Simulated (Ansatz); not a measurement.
Geometry relaxation, with input and output: TaN (part 1 of 3)

- system: TaN (slab, 24 atoms in the cell)
- method: DFT PBE+D3(BJ), scalar-relativistic, plane waves, PAW, no spin polarisation (Ansatz 0.2.0)

The structure derives from an entry of the Crystallography Open Database. The input holds or restrains some coordinates. Forces given for the steps count only the free coordinates. It belongs to a series of runs on one base structure; here: clean slab, lower planes held. Figures and captions count atoms from 1; the log counts them from 0 in places.

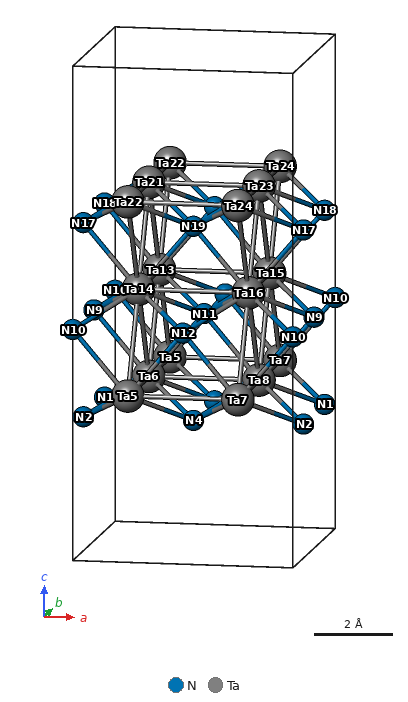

Fig. 1: The input geometry (ball-and-stick view of the cell of the calculation, with the vacuum cut short, seen slightly off an axis; atoms are numbered from 1 in the order of the input). An atom can appear more than once, as a periodic image.

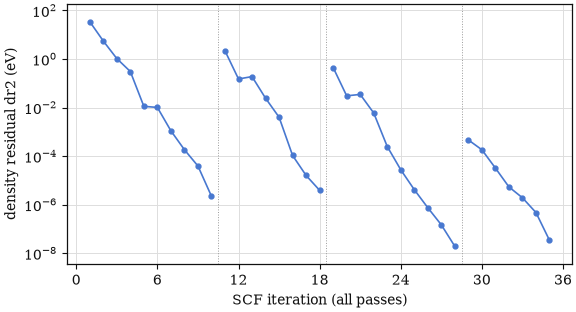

Fig. 2: Convergence of the self-consistent field: density residual dr2 against the SCF iteration. The dotted lines part the SCF passes of the relaxation: geometry steps, rejected trials and re-solves on a re-selected basis. The passes take 10, 8, 10 and 7 iterations.

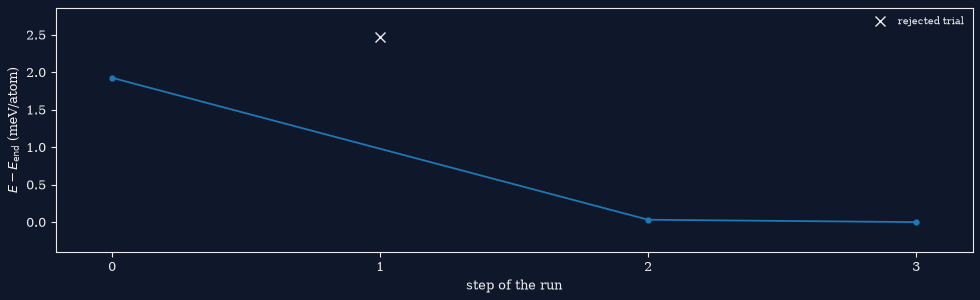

Fig. 3: Progress of the restrained relaxation, step by step (the first geometry is step 0 here and step 1 in the log).

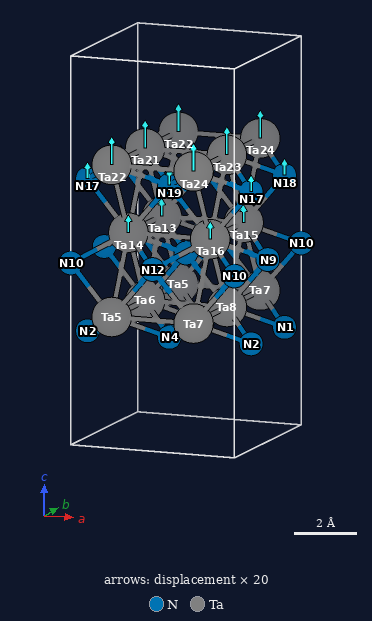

Fig. 4: The starting structure with the displacements as teal arrows, magnified 20 times (ball-and-stick view of the cell of the calculation, with the vacuum cut short, seen slightly off an axis). The largest moves, 0.049 Å, are those of Ta21, Ta22, Ta23 and Ta24. By element the largest moves are Ta 0.049 Å, N 0.029 Å. The lattice vectors keep their values. Among the contacts that change: Ta5–Ta13 2.929 → 2.956 Å, Ta13–Ta21 2.929 → 2.944 Å, N10–Ta13 2.221 → 2.233 Å. Over 3 geometry steps the energy falls by 1.9 meV per atom. The largest force component goes from 0.39 to 0.018 eV/Å. The line search rejected the trial step at point 1 (counted from 0) and went back. (Atoms are counted from 1 in the order of the input.)

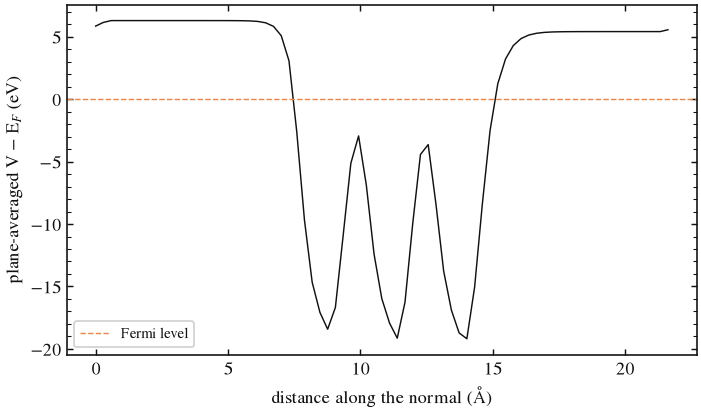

Fig. 5: Plane average of the electrostatic potential energy of an electron across the cell, from the Fermi level. The vacuum level lies 5.41 eV above the Fermi level on the upper side and 6.29 eV on the lower.

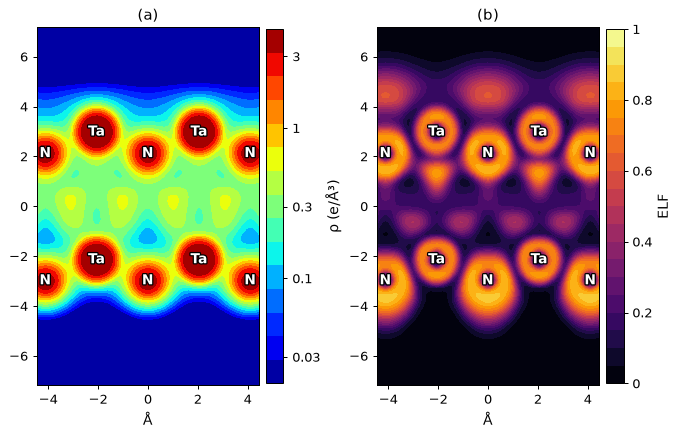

Fig. 6: (a) valence pseudo-density; (b) electron localisation function on the (110) plane of the calculation cell, a cut from vacuum to vacuum. Ta–N (2.22 Å): the density is about 0.58 e/Å³ at the midpoint; the ELF is about 0.25 at the midpoint (no shared pair; the contact is polar). The density dies away to nearly zero in the vacuum. The strong features right at Ta lie inside the PAW spheres (semicore, d or f shells) and say nothing about bonding. In a PAW calculation such maps are meaningful between the atoms, not at the nuclei.

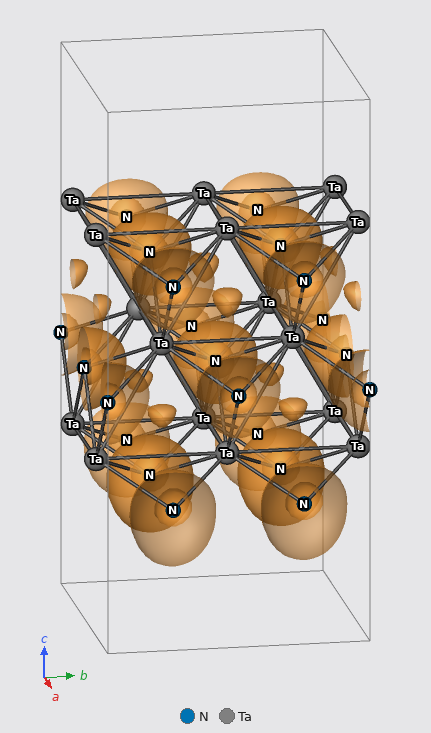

Fig. 7: Isosurface of the electron localisation function at 0.65 (orange), seen slightly off an axis. Only the valence region is drawn (cores and ρ < 0.01 e/Å³ removed). Sticks mark near contacts. Values along the shortest contacts: Ta–N (2.22 Å): the ELF is about 0.20 at the midpoint (a polar contact without a shared pair, in a metal). Ta–Ta (2.88 Å): the ELF is about 0.25 at the midpoint (no localised pair between them).

The input and output of the run follow.

The input
```yaml
crystal:
  lattice:
    - [5.7615861975, 0.0, 0.0]
    - [0.0, 5.8570264691, 0.0]
    - [0.0, 0.0, 21.917722665]
  atoms:
    - { symbol: "N", position: [0.0, 0.75, 0.3650014248] }
    - { symbol: "N", position: [0.0, 0.25, 0.3650014248] }
    - { symbol: "N", position: [0.5, 0.75, 0.3650014248] }
    - { symbol: "N", position: [0.5, 0.25, 0.3650014248] }
    - { symbol: Ta, position: [0.25, 0.0, 0.4035724463] }
    - { symbol: Ta, position: [0.25, 0.5, 0.4035724463] }
    - { symbol: Ta, position: [0.75, 0.0, 0.4035724463] }
    - { symbol: Ta, position: [0.75, 0.5, 0.4035724463] }
    - { symbol: "N", position: [0.0, 0.5, 0.4807144893] }
    - { symbol: "N", position: [0.0, 0.0, 0.4807144893] }
    - { symbol: "N", position: [0.5, 0.5, 0.4807144893] }
    - { symbol: "N", position: [0.5, 0.0, 0.4807144893] }
    - { symbol: Ta, position: [0.25, 0.75, 0.5192855107] }
    - { symbol: Ta, position: [0.25, 0.25, 0.5192855107] }
    - { symbol: Ta, position: [0.75, 0.75, 0.5192855107] }
    - { symbol: Ta, position: [0.75, 0.25, 0.5192855107] }
    - { symbol: "N", position: [0.0, 0.25, 0.5964275537] }
    - { symbol: "N", position: [0.0, 0.75, 0.5964275537] }
    - { symbol: "N", position: [0.5, 0.25, 0.5964275537] }
    - { symbol: "N", position: [0.5, 0.75, 0.5964275537] }
    - { symbol: Ta, position: [0.25, 0.5, 0.6349985752] }
    - { symbol: Ta, position: [0.25, 0.0, 0.6349985752] }
    - { symbol: Ta, position: [0.75, 0.5, 0.6349985752] }
    - { symbol: Ta, position: [0.75, 0.0, 0.6349985752] }
basis:
  ecutwfc: 420
kpoints:
  mp_grid: { grid: [3, 3, 1] }
hamiltonian:
  xc: pbe
  dispersion: d3bj
scf:
  occupations: { method: gaussian, width: 0.1 }
output:
  forces: true
  eigenvalues: true
  write_density: true
  write_potential: true
  elf: true
  volumetric_format: npy
relax:
  adjacent_minimum: "off"
  f_tol: 0.03
  max_steps: 70
  constraints: [{ sites: [0, 1, 2, 3, 4, 5, 6, 7, 8, 9, 10, 11] }]
efield:
  axis: 3
  dipole_correction: true
  ramp_width: 0.04
```

Run as:
```bash
ansatz run input.yaml --threads 4 --pin off --max-ram 10240MiB --backend cpu --events-out ev --progress --plain --runs-dir out
```

What the program printed
```
Engine: ansatz 0.2.0, x86_64-unknown-linux-gnu
Pseudopotentials: kind: paw
Pseudopotential: N, paw, valence charge 5, recommended cutoff 420 eV (normal), N.paw.azcp
Pseudopotential: Ta, paw, valence charge 13, recommended cutoff 420 eV (normal), Ta.paw.azcp
Functional definition: PBE
  parameter kappa = 0.804
  parameter beta = 0.06672455060314922
  exchange = pbe_x(kappa = kappa, mu = beta*pi^2/3)
  correlation = pbe_c(beta = beta)
Crystal: 24 atoms, lattice volume = 739.630 Å³
Basis set: ecut = 420 eV, 14485 PW (Γ), exchange–correlation on 80×80×300 points (8 copies of the dense FFT grid, shifted against one another)
Bands: 132, of which v1, the nominal top of the filled ones, is band 108 counted from 1 (107 counted from 0)
Symmetry: 16 space group operations
Space group: Pmm2 (ITA 25), of the structure as read, at distance tolerance 9.0e-5 Å
k-points: 4 of 9
Non-local potential: N, projectors of the file, l = 0: 2, l = 1: 2, l = 2: 1
Non-local potential: Ta, projectors of the file, l = 0: 3, l = 1: 2, l = 2: 2, l = 3: 1
PAW form: soft (Blöchl's): semilocal exchange-correlation on the pseudo side does not see the compensation charge
PAW one-centre angular grid: N, 110 points (default); XC on 64 Gauss nodes
PAW one-centre angular grid: Ta, 590 points (default); XC on 64 Gauss nodes
Initial density: superposition of atomic densities (neutral atoms: chi_scale 0, normalization atom), corrected by the library's trained network
Initial wavefunctions: pseudopotential atomic-orbital guess
Functional: x = pbe(κ = 0.804, μ = 0.2195149727645171), c = pbe(β = 0.06672455060314922)
SCF iter   1: F=—  HF=-123819.067368 eV  |F-HF|=—  |Δ(HF+E_count)|=         —  Δρ=1.43e-2  dr2=3.44e1  ethr=1.77e-3  p=-0.122 e·Å  D=-3.00e-2 V/Å  ΔV_dip=0.66 eV  dr2_dipole=1.43e1  V_vac-E_F(+/−)=5.66/5.01 eV  ⟨swp⟩=10.5  Hψ=2775  notcnv=0  defer=2
efield: sawtooth ramp at fractional position 0.9800 (placed from the atoms, in the widest stretch of the axis that holds none; the zero of the levels goes with the place), width 0.0400; the density the first Hamiltonian is built on has a dipole p = -0.122 e·Å; the dipole correction subtracts the counter field D = -3.00e-2 V/Å, which shifts the + side's vacuum level by +0.66 eV against the − side's; the planar-averaged density in the ramp window peaks in size at 3.8e-5 e/Å³
preconditioner: auto → LDOS  [insulator: Δε(μ)=0.164 eV  Ē_g=8.813 eV  σ=0.100 eV  W_gap=0.53  n_scr=126 (ndim 8)  ℏωp=15.0 eV  f_vac=0.570  D(μ)=10.75/eV (n_scr^D=58)  ε∞_Penn≈3.9  β→1.0]
SCF iter   2: F=—  HF=-123817.823522 eV  |F-HF|=—  |Δ(HF+E_count)|=    1.24e0  Δρ=1.18e-2  dr2=5.51e0  ethr=1.77e-3  p=0.045 e·Å  D=1.10e-2 V/Å  ΔV_dip=-0.24 eV  dr2_dipole=1.87e0  V_vac-E_F(+/−)=5.38/5.62 eV  ⟨swp⟩=3.8  Hψ=837  notcnv=0  defer=65
SCF iter   3: F=—  HF=-123817.577607 eV  |F-HF|=—  |Δ(HF+E_count)|=   2.46e-1  Δρ=8.29e-3  dr2=1.04e0  ethr=1.77e-3  p=0.181 e·Å  D=4.43e-2 V/Å  ΔV_dip=-0.97 eV  dr2_dipole=1.34e-1  V_vac-E_F(+/−)=5.39/6.36 eV  ⟨swp⟩=3.2  Hψ=838  notcnv=0  defer=60
SCF iter   4: F=—  HF=-123817.453065 eV  |F-HF|=—  |Δ(HF+E_count)|=   1.25e-1  Δρ=2.73e-3  dr2=3.04e-1  ethr=4.83e-4  p=0.194 e·Å  D=4.75e-2 V/Å  ΔV_dip=-1.04 eV  dr2_dipole=1.20e-1  V_vac-E_F(+/−)=5.34/6.38 eV  ⟨swp⟩=2.8  Hψ=761  notcnv=0  defer=63
SCF iter   5: F=—  HF=-123817.442599 eV  |F-HF|=—  |Δ(HF+E_count)|=   1.05e-2  Δρ=8.93e-4  dr2=1.12e-2  ethr=1.41e-4  p=0.171 e·Å  D=4.18e-2 V/Å  ΔV_dip=-0.92 eV  dr2_dipole=1.93e-3  V_vac-E_F(+/−)=5.38/6.29 eV  ⟨swp⟩=1.5  Hψ=597  notcnv=0  defer=63
SCF iter   6: F=—  HF=-123817.443099 eV  |F-HF|=—  |Δ(HF+E_count)|=   5.00e-4  Δρ=4.73e-4  dr2=1.01e-2  ethr=5.20e-6  p=0.169 e·Å  D=4.13e-2 V/Å  ΔV_dip=-0.90 eV  dr2_dipole=3.68e-3  V_vac-E_F(+/−)=5.39/6.29 eV  ⟨swp⟩=2.8  Hψ=785  notcnv=0  defer=62
SCF iter   7: F=—  HF=-123817.443140 eV  |F-HF|=—  |Δ(HF+E_count)|=   4.08e-5  Δρ=2.42e-4  dr2=1.10e-3  ethr=4.67e-6  p=0.170 e·Å  D=4.15e-2 V/Å  ΔV_dip=-0.91 eV  dr2_dipole=3.34e-4  V_vac-E_F(+/−)=5.40/6.31 eV  ⟨swp⟩=1.5  Hψ=476  notcnv=0  defer=62
SCF iter   8: F=—  HF=-123817.443338 eV  |F-HF|=—  |Δ(HF+E_count)|=   1.98e-4  Δρ=1.31e-4  dr2=1.83e-4  ethr=5.10e-7  p=0.170 e·Å  D=4.16e-2 V/Å  ΔV_dip=-0.91 eV  dr2_dipole=5.35e-5  V_vac-E_F(+/−)=5.40/6.31 eV  ⟨swp⟩=2.2  Hψ=628  notcnv=0  defer=62
SCF iter   9: F=—  HF=-123817.443427 eV  |F-HF|=—  |Δ(HF+E_count)|=   8.87e-5  Δρ=6.48e-5  dr2=3.90e-5  ethr=8.49e-8  p=0.169 e·Å  D=4.14e-2 V/Å  ΔV_dip=-0.91 eV  dr2_dipole=9.23e-6  V_vac-E_F(+/−)=5.40/6.31 eV  ⟨swp⟩=2.0  Hψ=662  notcnv=0  defer=62
SCF iter  10: F=-123817.443460 eV  HF=-123817.443456 eV  |F-HF|=3.49e-6  |Δ(HF+E_count)|=   2.97e-5  Δρ=2.30e-5  dr2=2.22e-6  ethr=1.04e-8  p=0.169 e·Å  D=4.13e-2 V/Å  ΔV_dip=-0.91 eV  dr2_dipole=2.76e-8  V_vac-E_F(+/−)=5.41/6.31 eV  ⟨swp⟩=32.2  Hψ=6602  notcnv=0
SCF 1 converged in 10 iterations: F = -123817.443460 eV  dr2 = 2.22e-6
  Residual-converged pass: ⟨swp⟩=1.0  Hψ=544  notcnv=0  max |occ|·‖R‖ = 7.0e-9 eV (tolerance 1.0e-8 eV)  dr2=2.22e-6  dr2_onsite=5.10e-8  max |Δocc| = 1.9e-10
  greatest PAW one-centre occupation: 0.999 electrons in one spin orbital (limit 2), on the Ta atom at site 15 (counted from 0), in its partial waves of l = 0
relax step   1: F+E_penalty+E_count = -123817.44345968 eV  Δ(F+E_penalty+E_count) = +0.000e0 eV  max|allowed force component| = 3.872e-1 eV/Å  Δτ_max = 0.0000 Å  (10 SCF iters, dr2 threshold 2.25e-5 eV, accepted)
Initial density: handed on by an earlier stage of this run
Initial wavefunctions: those handed on with the density
iter 1 solved again at ethr=9.59e-4 eV; its pass at ethr=3.10e-3 eV (dr2=2.07e0 eV) is discarded
```
